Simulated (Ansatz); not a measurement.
## Ge: a changed input and its effect

System: Ge (P-1, 6 atoms in the cell).
Method of run A: DFT r2SCAN, scalar-relativistic, plane waves, PAW, no spin polarisation (Ansatz 0.2.0).

The structure derives from an entry of the Crystallography Open Database. Text and figures count atoms from 1; the logs count them from 0 in places.

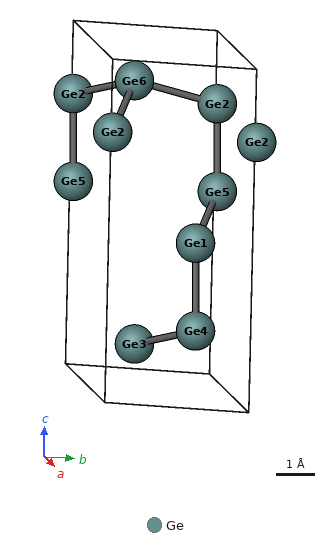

The structure as given in the input (ball-and-stick view of the cell of the calculation, set on other vectors, seen slightly off an axis; atoms are numbered from 1 in the order of the input). An atom can appear more than once, as a periodic image. Near neighbours in the periodic cell (some may lie outside the picture): Ge has 4 Ge at 2.46 to 2.59 Å.

### The input, run A
```yaml
crystal:
  lattice:
    - [2.8375026867, -2.8375026867, 0.0]
    - [2.8375026867, 0.0, -2.8375026867]
    - [6.2425059107, 5.1075048361, 5.6750053734]
  atoms:
    - { symbol: Ge, position: [0.55834, 0.6666666667, 0.5416333333] }
    - { symbol: Ge, position: [0.95834, 0.0, 0.2083] }
    - { symbol: Ge, position: [0.15834, 0.3333333333, 0.8749666667] }
    - { symbol: Ge, position: [0.50834, 0.6666666667, 0.7916333333] }
    - { symbol: Ge, position: [0.90834, 0.0, 0.4583] }
    - { symbol: Ge, position: [0.30834, 0.3333333333, 0.1249666667] }
basis:
  ecutwfc: 500
kpoints:
  mp_grid: { grid: [10, 10, 4] }
hamiltonian:
  xc: r2scan
scf:
  occupations: { method: gaussian, width: 0.03 }
output:
  forces: true
  stress: true
  eigenvalues: true
```

Launched with:
```bash
ansatz run input.yaml --threads 2 --pin off --max-ram 5120MiB --backend cpu --events-out ev --progress --plain --runs-dir out
```

Hardware: 2 threads of Arm Neoverse V1, 24 GiB of memory available, shared host.

### Output, shortened to warnings, some set-up lines, iterations and results (run A)
```
Basis set: ecut = 500 eV, 3517 PW (Γ), exchange–correlation on 120×120×288 points (64 copies of the dense FFT grid, shifted against one another)
Symmetry: 2 space group operations
k-points: 204 of 400
Initial density: superposition of atomic densities (neutral atoms: chi_scale 0, normalization atom), corrected by the library's trained network
[...]
SCF iter   1: F=—  HF=-25817.092446 eV  |F-HF|=—  |Δ(HF+E_count)|=         —  Δρ=6.53e-3  dr2=2.09e-2  dr2_τ=1.24e-2  ethr=1.77e-3  ⟨swp⟩=6.5  Hψ=37324  notcnv=0  defer=33
SCF iter   2: F=—  HF=-25817.156135 eV  |F-HF|=—  |Δ(HF+E_count)|=   6.37e-2  Δρ=5.43e-3  dr2=2.42e-2  dr2_τ=3.15e-4  ethr=2.49e-5  ⟨swp⟩=3.0  Hψ=22786  notcnv=0  defer=639
SCF iter   3: F=—  HF=-25817.117184 eV  |F-HF|=—  |Δ(HF+E_count)|=   3.90e-2  Δρ=2.57e-4  dr2=9.58e-5  dr2_τ=1.51e-6  ethr=2.49e-5  ⟨swp⟩=2.0  Hψ=19530  notcnv=0  defer=639
SCF iter   4: F=—  HF=-25817.117219 eV  |F-HF|=—  |Δ(HF+E_count)|=   3.50e-5  Δρ=9.48e-5  dr2=3.98e-5  dr2_τ=3.79e-7  ethr=1.14e-7  ⟨swp⟩=2.0  Hψ=18337  notcnv=0  defer=639
SCF iter   5: F=—  HF=-25817.117211 eV  |F-HF|=—  |Δ(HF+E_count)|=   7.50e-6  Δρ=3.38e-5  dr2=9.94e-6  dr2_τ=4.15e-8  ethr=4.74e-8  ⟨swp⟩=3.0  Hψ=18477  notcnv=0  defer=639
SCF iter   6: F=—  HF=-25817.117209 eV  |F-HF|=—  |Δ(HF+E_count)|=   1.90e-6  Δρ=8.68e-6  dr2=1.83e-7  dr2_τ=3.04e-9  ethr=1.18e-8  ⟨swp⟩=2.0  Hψ=11287  notcnv=0  defer=639
SCF iter   7: F=-25817.117209 eV  HF=-25817.117209 eV  |F-HF|=3.78e-10  |Δ(HF+E_count)|=   3.66e-8  Δρ=2.33e-6  dr2=7.61e-9  dr2_τ=1.01e-10  ethr=1.19e-10  ⟨swp⟩=9.5  …
SCF 1 converged in 7 iterations: F = -25817.117209 eV  dr2 = 7.61e-9
SCF converged after 7 iterations
Free energy (F): -25817.117209 eV
Harris-Foulkes:  -25817.117209 eV  (|F-HF|=3.78e-10)
Internal energy: -25817.116955 eV  (E = F + TS)
E sigma→0 (E₀):  -25817.117082 eV
Entropy (-TS):   -0.000255 eV (-0.042 meV/atom)
Fermi energy:    8.438424 eV
--- Per-component energies (eV) ---
  E_band       = -961.288320
  E_kinetic    = 665.291268
  E_local      = -14832.615978  (includes V_loc(G=0)·N_el)
  E_nonlocal   = 2518.801525
  E_hartree    = 6511.494387
  E_xc         = -414.272624
  E_vxc        = -406.995918  (∫ρ·V_xc dr)
  E_paw        = -12203.578534  (= ΣΔE_a)
  E_vpaw       = -1951.657733  (= ΣTr[D̂ρ^β])
  E_aug_tail   = 0.000104  (compensation charges beyond the density's cutoff)
  E_vtau       = 22.901822  (kinetic-family band-sum trace: ∫τ·v_τ [+ j·A + Jᵃ·Aᵃ] dr)
  E_ewald      = -8055.722508
  E_core_change = -6.514595  (= ΣΔE_core)
  E_smearing   = -0.000255  (= −TS)
  E_closure    = -0.000000  (closes the sum)
  Σ components = -25817.117209   (vs F -25817.117209, Δ=0.00e0)
--- Forces (eV/Å), atoms counted from 1 ---
  atom   1  Ge     0.10050209    -0.15222804    -0.03686857
  atom   2  Ge     0.12321653    -0.12552181     0.08270145
  atom   3  Ge     0.79544688    -0.32882875     0.28860964
  atom   4  Ge    -0.12321653     0.12552181    -0.08270145
  atom   5  Ge    -0.10050209     0.15222804     0.03686857
  atom   6  Ge    -0.79544688     0.32882875    -0.28860964
  max |Σ_I F_I| component: 0.00e0 eV/Å
--- Stress (GPa, compression-positive) ---
       -3.178550       0.129369      -1.556549
        0.129369       2.228702       1.359154
       -1.556549       1.359154       0.575878
  P = ⅓ Tr σ = -0.1247 GPa (-1.247 kbar)
```

For run B the input was changed thus:
```diff
-    - [6.2425059107, 5.1075048361, 5.6750053734]
+    - [5.9587556421, 5.3912551047, 5.6750053734]
-    - { symbol: Ge, position: [0.55834, 0.6666666667, 0.5416333333] }
-    - { symbol: Ge, position: [0.95834, 0.0, 0.2083] }
-    - { symbol: Ge, position: [0.15834, 0.3333333333, 0.8749666667] }
-    - { symbol: Ge, position: [0.50834, 0.6666666667, 0.7916333333] }
-    - { symbol: Ge, position: [0.90834, 0.0, 0.4583] }
-    - { symbol: Ge, position: [0.30834, 0.3333333333, 0.1249666667] }
+    - { symbol: Ge, position: [0.6125033333, 0.6666666667, 0.5416333333] }
+    - { symbol: Ge, position: [0.97917, 0.0, 0.2083] }
+    - { symbol: Ge, position: [0.2458366667, 0.3333333333, 0.8749666667] }
+    - { symbol: Ge, position: [0.5875033333, 0.6666666667, 0.7916333333] }
+    - { symbol: Ge, position: [0.95417, 0.0, 0.4583] }
+    - { symbol: Ge, position: [0.3208366667, 0.3333333333, 0.1249666667] }
```

Predict how the results change.

With the same functional and potentials, run B lies 40.5 meV per atom lower. The largest force goes from 0.908 to 0.417 eV/Å. The number of SCF iterations is the same. The plane waves at Γ go from 3517 to 3513.

### Output, shortened to warnings, some set-up lines, iterations and results (run B)
```
Basis set: ecut = 500 eV, 3513 PW (Γ), exchange–correlation on 120×120×288 points (64 copies of the dense FFT grid, shifted against one another)
Symmetry: 2 space group operations
k-points: 204 of 400
Initial density: superposition of atomic densities (neutral atoms: chi_scale 0, normalization atom), corrected by the library's trained network
[...]
SCF iter   1: F=—  HF=-25817.333899 eV  |F-HF|=—  |Δ(HF+E_count)|=         —  Δρ=6.46e-3  dr2=1.84e-2  dr2_τ=1.29e-2  ethr=1.77e-3  ⟨swp⟩=6.7  Hψ=37084  notcnv=0  defer=32
SCF iter   2: F=—  HF=-25817.360067 eV  |F-HF|=—  |Δ(HF+E_count)|=   2.62e-2  Δρ=1.50e-3  dr2=1.22e-3  dr2_τ=7.44e-5  ethr=2.19e-5  ⟨swp⟩=2.4  Hψ=21923  notcnv=0  defer=648
SCF iter   3: F=—  HF=-25817.360147 eV  |F-HF|=—  |Δ(HF+E_count)|=   8.02e-5  Δρ=1.10e-3  dr2=5.34e-4  dr2_τ=6.25e-6  ethr=1.46e-6  ⟨swp⟩=2.0  Hψ=15876  notcnv=0  defer=444
SCF iter   4: F=—  HF=-25817.360263 eV  |F-HF|=—  |Δ(HF+E_count)|=   1.16e-4  Δρ=4.88e-5  dr2=2.34e-6  dr2_τ=8.86e-8  ethr=6.35e-7  ⟨swp⟩=2.0  Hψ=12163  notcnv=0  defer=444
SCF iter   5: F=—  HF=-25817.360261 eV  |F-HF|=—  |Δ(HF+E_count)|=   1.03e-6  Δρ=1.77e-5  dr2=6.19e-7  dr2_τ=5.15e-9  ethr=2.79e-9  ⟨swp⟩=2.0  Hψ=18325  notcnv=0  defer=444
SCF iter   6: F=—  HF=-25817.360261 eV  |F-HF|=—  |Δ(HF+E_count)|=   6.34e-9  Δρ=8.10e-6  dr2=1.74e-7  dr2_τ=9.11e-10  ethr=7.37e-10  ⟨swp⟩=2.0  Hψ=18325  notcnv=0  defer=444
SCF iter   7: F=-25817.360261 eV  HF=-25817.360261 eV  |F-HF|=1.05e-9  |Δ(HF+E_count)|=   3.55e-8  Δρ=1.47e-6  dr2=2.10e-9  dr2_τ=5.20e-11  ethr=1.19e-10  ⟨swp⟩=8.5  Hψ=36072 …
SCF 1 converged in 7 iterations: F = -25817.360261 eV  dr2 = 2.10e-9
SCF converged after 7 iterations
Free energy (F): -25817.360261 eV
Harris-Foulkes:  -25817.360261 eV  (|F-HF|=1.05e-9)
Internal energy: -25817.360200 eV  (E = F + TS)
E sigma→0 (E₀):  -25817.360231 eV
Entropy (-TS):   -0.000061 eV (-0.010 meV/atom)
Fermi energy:    8.456330 eV
--- Per-component energies (eV) ---
  E_band       = -961.720302
  E_kinetic    = 665.687274
  E_local      = -14860.446493  (includes V_loc(G=0)·N_el)
  E_nonlocal   = 2519.568633
  E_hartree    = 6525.494907
  E_xc         = -414.468792
  E_vxc        = -407.256455  (∫ρ·V_xc dr)
  E_paw        = -12204.385270  (= ΣΔE_a)
  E_vpaw       = -1953.155663  (= ΣTr[D̂ρ^β])
  E_aug_tail   = 0.000101  (compensation charges beyond the density's cutoff)
  E_vtau       = 22.889306  (kinetic-family band-sum trace: ∫τ·v_τ [+ j·A + Jᵃ·Aᵃ] dr)
  E_ewald      = -8042.295967
  E_core_change = -6.514595  (= ΣΔE_core)
  E_smearing   = -0.000061  (= −TS)
  E_closure    = 0.000000  (closes the sum)
  Σ components = -25817.360261   (vs F -25817.360261, Δ=0.00e0)
--- Forces (eV/Å), atoms counted from 1 ---
  atom   1  Ge     0.06687116    -0.08066097    -0.00792524
  atom   2  Ge     0.07095637    -0.07063554     0.02558175
  atom   3  Ge     0.35604516    -0.19328097     0.09856088
  atom   4  Ge    -0.07095637     0.07063554    -0.02558175
  atom   5  Ge    -0.06687116     0.08066097     0.00792524
  atom   6  Ge    -0.35604516     0.19328097    -0.09856088
  max |Σ_I F_I| component: 2.78e-17 eV/Å
--- Stress (GPa, compression-positive) ---
       -1.544888       0.001302      -0.824828
        0.001302       1.216880       0.702542
       -0.824828       0.702542       0.124701
  P = ⅓ Tr σ = -0.0678 GPa (-0.678 kbar)
```

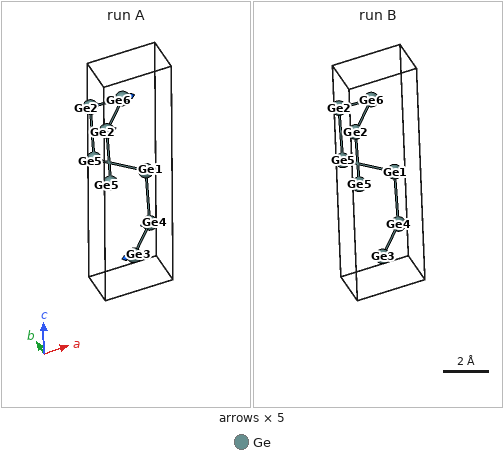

The two input geometries at one scale (ball-and-stick view of the cell of the calculation, set on other vectors, seen slightly off an axis). The blue arrows on the first give the shifts of the atoms relative to the cell, with their mean removed, magnified 5 times. The largest moves relative to the cell, 0.15 Å, are those of Ge3 and Ge6. (The mean shift of all atoms is removed.) The drawn cell changes at constant volume: a = b stay at 4.013 Å, c 9.862 → 9.838 Å (−0.2 %), α 87.7° → 88.8°, β 85.3° → 87.7°. Among the contacts that change: Ge3–Ge6 2.585 → 2.490 Å.

### The two runs side by side

| quantity | run A | run B |
| --- | --- | --- |
| outcome | converged | converged |
| free energy per atom (eV) | −4302.8529 | −4302.8934 |
| gap on the mesh (eV) | 0.00 | 0.00 |
| pressure (GPa) | −0.12 | −0.07 |
| largest force (eV/Å) | 0.908 | 0.417 |
| SCF iterations | 7 | 7 |
| irreducible k-points | 204 | 204 |
| plane waves at Γ | 3517 | 3513 |
| wall time (shared host) | 1.8 min | 1.7 min |
